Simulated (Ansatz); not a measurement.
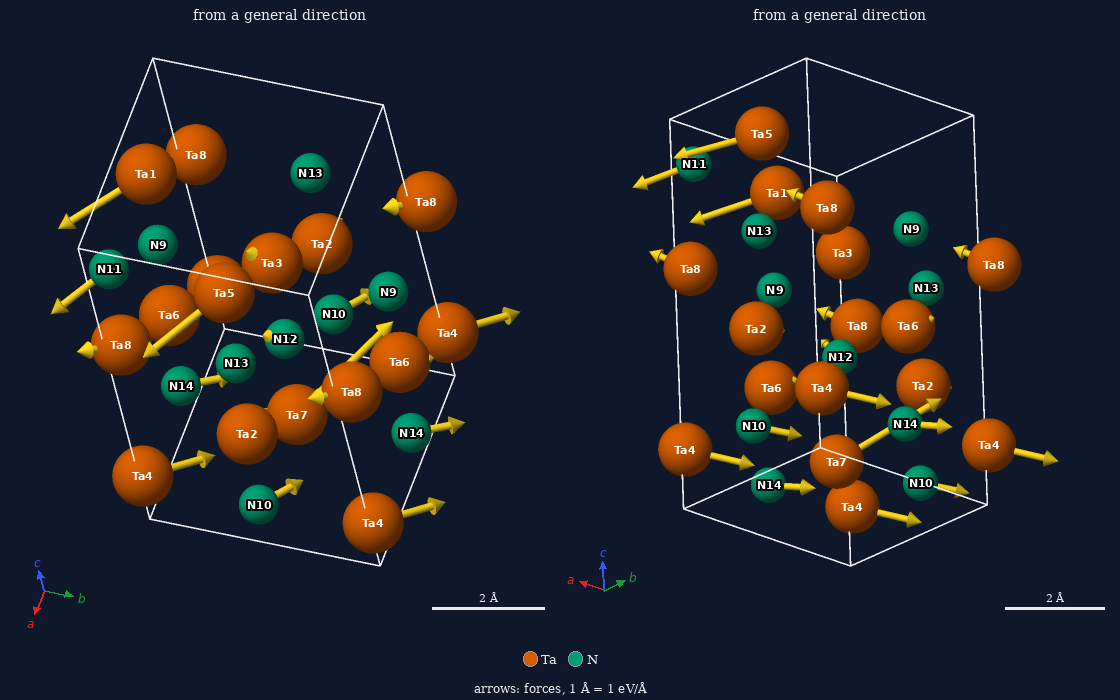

Spheres-only drawing of the structure, looking from two general directions. The lines enclose the simulation cell; boundary atoms appear with their images. The arrows are the computed forces on the atoms.

System: Ta₄N₃. Level of theory: Ansatz 0.2.0, DFT r2SCAN, scalar-relativistic, plane waves, PAW. Settings were a cutoff energy of 500 eV, Brillouin-zone sampling on a 9×9×5 mesh, Gaussian smearing of 0.15 eV, no spin polarisation.

Do the forces show a relaxed structure?

No. The atoms still feel forces of up to about 2 eV/Å, far above a usual threshold of 0.01 to 0.03 eV/Å.

Where is the maximum force, and how large is it?

Ta7, about 2 eV/Å.

The initial geometry was a structure listed in the Materials Project. The cell was then strained or its atoms displaced on purpose. It was run through Ansatz as a DFT input.
